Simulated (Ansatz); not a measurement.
**Energy of Ta along an even scaling of the cell**

System: Ta (Fm-3m, 1 atom in the cell).
Method: DFT, revPBE, plane waves (420 eV) with PAW, scalar-relativistic, no spin polarisation (Ansatz 0.2.0).

The 6 runs differ only in the geometry, by an even scaling of the cell at fixed fractional positions.

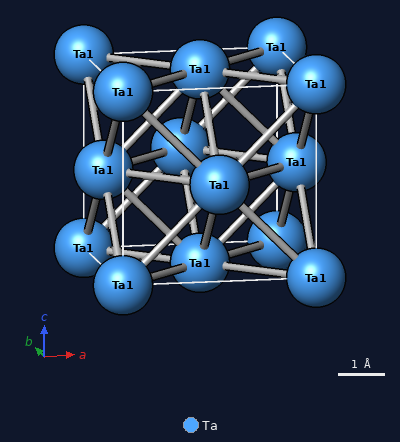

Figure 1. The structure of run 4 (ball-and-stick view of the cell 4 times as large as that of the calculation, set on its symmetry axes, seen slightly off an axis; atoms are numbered from 1 in the order of the input).

## Input of run 4
```yaml
crystal:
  lattice:
    - [0.0, 2.1482024619, 2.1482024619]
    - [2.1482024619, 0.0, 2.1482024619]
    - [2.1482024619, 2.1482024619, 0.0]
  atoms:
    - { symbol: Ta, position: [0.0, 0.0, 0.0] }
hamiltonian:
  xc: revpbe
  pseudopotentials:
    kind: paw
    azcp:
      Ta: "pseudopotentials/Ta.paw.azcp"
basis:
  ecutwfc: 420
  fft_grid_basis: typed
kpoints:
  mp_grid: { grid: [14, 14, 14], shift: [0, 0, 0] }
magnetization:
  spin_polarized: false
scf:
  occupations: { method: fermi_dirac, width: 0.1 }
  lower_state_search: "off"
output:
  stress: true
  write_density: true
  write_potential: true
  elf: true
  volumetric_format: npy
```

Run 3 differs from it as follows:
```diff
-    - [0.0, 2.1482024619, 2.1482024619]
-    - [2.1482024619, 0.0, 2.1482024619]
-    - [2.1482024619, 2.1482024619, 0.0]
+    - [0.0, 2.0916443473, 2.0916443473]
+    - [2.0916443473, 0.0, 2.0916443473]
+    - [2.0916443473, 2.0916443473, 0.0]
```

## Results, with one run withheld

| run | volume per atom (Å³) | free energy per atom, from the lowest run given (meV) | pressure (GPa) |
| --- | --- | --- | --- |
| 1 | 16.777 | 178.81 | 29.97 |
| 2 | 17.539 | 65.32 | 18.09 |
| 3 | 18.302 | ? | ? |
| 4 | 19.827 | 0.00 | −6.63 |
| 5 | 20.590 | 45.24 | −12.21 |
| 6 | 21.352 | 114.65 | −16.81 |

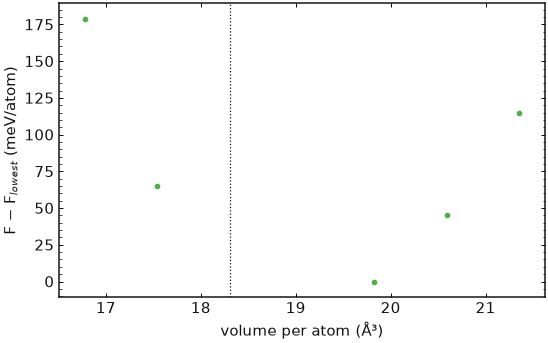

Figure 2. Free energy per atom of the runs given; the dotted line marks run 3.

What should run 3 give?

A cubic polynomial in V^(−2/3) (the Birch–Murnaghan form), fitted to the 5 runs given, misses them by under 0.01 meV per atom. With x = V^(−2/3) − 0.14006 Å⁻², it reads F = −15.967 − 13.187 x + 1.2582e+06 x² − 1.3066e+06 x³ (meV per atom). At run 3 it gives 3.34 meV per atom, and the run itself gives 3.34. The slope of the fit gives a pressure −dF/dV of 8.25 GPa there, and the run prints 8.26 GPa. The fit has its minimum at 19.077 Å³ per atom, where V d²F/dV² gives 184 GPa: the bulk modulus at this level, since symmetry fixes the shape and the positions.

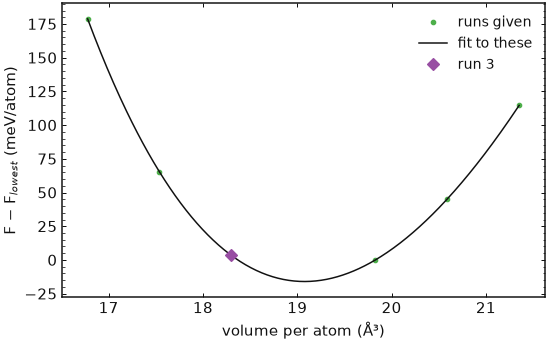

Figure 3. The fit and the withheld run.

## Output, shortened to warnings, some set-up lines, iterations and results (run 3)
```
Basis set: ecut = 420 eV, 339 PW (Γ)
Symmetry: 48 space group operations
k-points: 104 of 2744
Initial density: superposition of atomic densities (neutral atoms: chi_scale 0, normalization atom), corrected by the library's trained network
[...]
SCF iter   1: F=—  HF=-9940.955040 eV  |F-HF|=—  |Δ(HF+E_count)|=         —  Δρ=3.28e-3  dr2=7.24e-4  ethr=1.77e-3  ⟨swp⟩=5.2  Hψ=6401  notcnv=0
SCF iter   2: F=—  HF=-9940.955341 eV  |F-HF|=—  |Δ(HF+E_count)|=   3.01e-4  Δρ=1.80e-3  dr2=2.20e-4  ethr=5.57e-6  ⟨swp⟩=2.3  Hψ=2331  notcnv=0
SCF iter   3: F=—  HF=-9940.955515 eV  |F-HF|=—  |Δ(HF+E_count)|=   1.75e-4  Δρ=2.78e-4  dr2=4.99e-6  ethr=1.69e-6  ⟨swp⟩=2.0  Hψ=1811  notcnv=0
SCF iter   4: F=—  HF=-9940.955513 eV  |F-HF|=—  |Δ(HF+E_count)|=   2.42e-6  Δρ=9.68e-5  dr2=5.09e-7  ethr=3.84e-8  ⟨swp⟩=2.0  Hψ=1796  notcnv=0
SCF iter   5: F=-9940.955513 eV  HF=-9940.955513 eV  |F-HF|=1.59e-8  |Δ(HF+E_count)|=   1.89e-7  Δρ=2.44e-5  dr2=3.15e-8  ethr=3.92e-9  ⟨swp⟩=1.0  Hψ=1143  notcnv=0
SCF iter   6: F=-9940.955513 eV  HF=-9940.955513 eV  |F-HF|=2.27e-10  |Δ(HF+E_count)|=   1.03e-8  Δρ=2.70e-6  dr2=4.23e-10  ethr=2.42e-10  ⟨swp⟩=5.8  Hψ=5749  notcnv=0
SCF 1 converged in 6 iterations: F = -9940.955513 eV  dr2 = 4.23e-10
SCF converged after 6 iterations
Free energy (F): -9940.955513 eV
Harris-Foulkes:  -9940.955513 eV  (|F-HF|=2.27e-10)
Internal energy: -9940.915522 eV  (E = F + TS)
E sigma→0 (E₀):  -9940.935517 eV
Entropy (-TS):   -0.039991 eV (-39.991 meV/atom)
Fermi energy:    18.770040 eV
--- Per-component energies (eV) ---
  E_band       = -106.968620
  E_kinetic    = 365.991796
  E_local      = -555.800236  (includes V_loc(G=0)·N_el)
  E_nonlocal   = 13.827088
  E_hartree    = 192.546337
  E_xc         = -218.680979
  E_vxc        = -203.937664  (∫ρ·V_xc dr)
  E_paw        = -8405.206941  (= ΣΔE_a)
  E_vpaw       = -112.142242  (= ΣTr[D̂ρ^β])
  E_aug_tail   = 0.000156  (compensation charges beyond the density's cutoff)
  E_ewald      = -1333.573471
  E_core_change = -0.019271  (= ΣΔE_core)
  E_smearing   = -0.039991  (= −TS)
  E_closure    = 0.000000  (closes the sum)
  Σ components = -9940.955513   (vs F -9940.955513, Δ=0.00e0)
--- Stress (GPa, compression-positive) ---
        8.259813       0.000000       0.000000
       -0.000000       8.259813       0.000000
       -0.000000       0.000000       8.259813
  P = ⅓ Tr σ = 8.2598 GPa (82.598 kbar)
```

Notes: Spin–orbit coupling is left out, which matters for Ta.
